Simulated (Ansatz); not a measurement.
System: K, space group P6_3/mmc (No. 194).

The given structure:
```yaml
crystal:
  lattice:
    - [4.76240, 0.00000, 0.00000]
    - [-2.38120, 4.12436, 0.00000]
    - [0.00000, 0.00000, 7.82997]
  atoms:
    - { symbol: K, position: [0.33333, 0.66667, 0.25000] }
    - { symbol: K, position: [0.66667, 0.33333, 0.75000] }
```

How it was computed, with Ansatz 0.2.0: homogeneous strain of a crystal along one Voigt pattern with engineering shear, fractional coordinates fixed, by plane-wave density functional theory with PAW datasets, free energies less that of the undisturbed cell; scalar-relativistic. Level: PBEsol, no spin polarisation.

- wave cutoff: 420 eV
- k mesh: 12×12×6
- occupations: Gaussian
- smearing width: 0.15 eV
- k shift: (0, 0, 0) (mesh steps)
- start: as given
- strain pattern: (1, 1, 0, 0, 0, 0) (xx yy zz yz xz xy with engineering shear)

Describe the result: the energy change against strain. The strain takes the values −0.0200, −0.0150, −0.0100, −0.0050, 0.0000, 0.0050, 0.0100, 0.0150, 0.0175, 0.0200.

The energy falls towards negative values, so the start isn't a stationary minimum along this path. The energy change rises from −3.02 meV/atom at strain −0.0200 to 5.86 meV/atom at 0.0200. The slope of tensile stress is 14.2 GPa. The second derivative of tensile stress is −160 GPa. The tensile stress at start is 0.471 GPa.

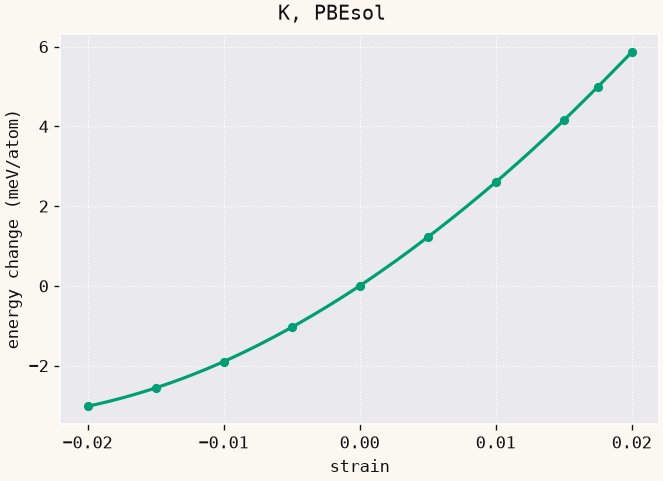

Caveats: reference crystal is not relaxed.
